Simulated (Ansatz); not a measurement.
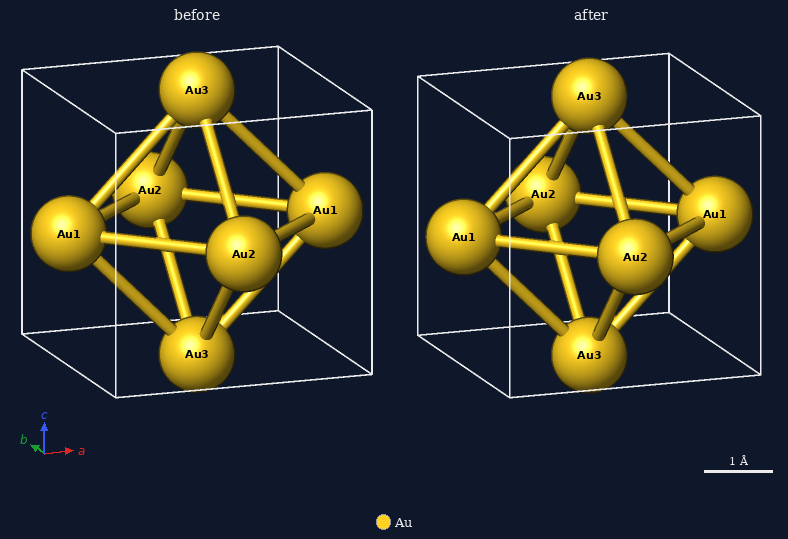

The structure of crystalline Au (set up in Pm-3m) (coarse preliminary run) before (left) and after (right) a relaxation, at one scale.

The picture is a ball-and-stick view of the cell of the calculation, seen slightly off an axis.

Case: 2 of 2 Li taken out, relaxed.

Level of theory: DFT PBE, scalar-relativistic, plane waves, PAW in Ansatz 0.2.0.

Input file:
```yaml
crystal:
  lattice:
    - [4.0615496088, 0.0, 0.0]
    - [0.0, 4.0615496088, 0.0]
    - [0.0, 0.0, 4.0615496088]
  atoms:
    - { symbol: Au, position: [0.0, 0.5, 0.5] }
    - { symbol: Au, position: [0.5, 0.0, 0.5] }
    - { symbol: Au, position: [0.5, 0.5, 0.0] }
basis:
  ecutwfc: 420
kpoints:
  mp_grid: { grid: [6, 6, 6] }
hamiltonian:
  xc: pbe
scf:
  occupations: { method: gaussian, width: 0.1 }
output:
  forces: true
  stress: true
  eigenvalues: true
relax:
  adjacent_minimum: "off"
  f_tol: 0.0325
  max_steps: 70
  cell: { stress_tol: 0.24 }
```

Run as
```bash
ansatz run input.yaml --threads 2 --pin off --max-ram 5120MiB --backend cpu --events-out ev --progress --plain --runs-dir out
```

Summarise the run.

Answer. No atom moves by more than 0.005 Å relative to the cell. The drawn cell changes as follows: a = b = c 4.062 → 3.980 Å (−2.0 %); the volume changes by −5.9 %. Among the contacts that change: Au1–Au2 2.872 → 2.814 Å. The space group stays Pm-3m (No. 221). Over 2 accepted moves (4 points after the start) the energy falls by 23.3 meV per atom. All forces vanish by symmetry, so only the cell relaxes. Pressure: −5.48 GPa at the start and 0.22 GPa at the end. The line search rejected the trial step at point 1 of the run. The SCF was repeated once at an unchanged geometry on a basis and grid sized afresh for the cell, which shifted the energy by 0.4 meV per atom at most.
